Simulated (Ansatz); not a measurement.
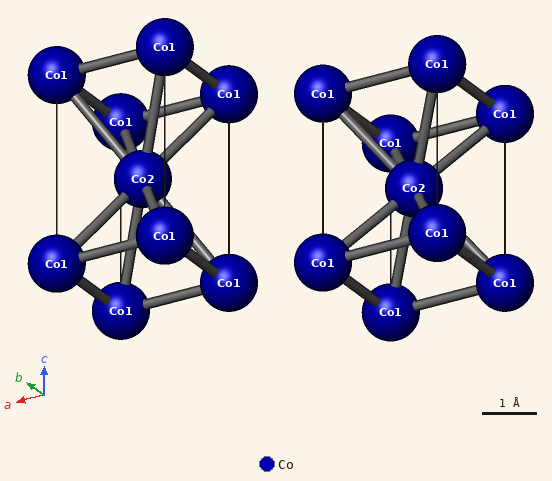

Two geometries of crystalline Co (a generated structure, set up in Fm-3m), drawn at one scale. One is the start of a relaxation, the other its converged end. Style: ball-and-stick. Shown: the cell of the calculation, from a free direction.

Theory: DFT, r2SCAN, plane waves (500 eV) with PAW, scalar-relativistic in Ansatz. Settings: plane-wave cutoff 500 eV; k-point mesh 12 × 12 × 9; occupations fermi dirac; smearing width 0.05 eV; collinear spin; cell and atoms relaxed; force threshold 0.01 eV/Å; at most 60 steps.

Q: Which geometry has the lower energy?

A: The left one is the relaxed one. Phase: fcc. The atoms keep their places relative to the cell (all moves are under 0.005 Å). The drawn cell changes at constant volume: a = b 2.502 → 2.368 Å (−5.4 %), c 3.538 → 3.949 Å (+11.6 %). Near-neighbour distances that change, for instance: Co1–Co1 2.502 → 2.368 Å, Co1–Co2 2.502 → 2.589 Å. The space group (tolerance 0.01 Å) goes from Fm-3m (No. 225) to I4/mmm (No. 139). The energy falls by 46.9 meV per atom in 8 accepted moves (11 points after the start). All forces vanish by symmetry, so only the cell relaxes. Pressure: −0.91 GPa at the start and 0.01 GPa at the end. The line search rejected the trial step at point 3 of the run. At 2 points the geometry stayed and the basis and grid were re-selected for the new cell (energy shift of 0.5 meV per atom at most each time). The run may lie on a higher electronic state than the lowest, so the end point isn't shown to be the ground-state structure.
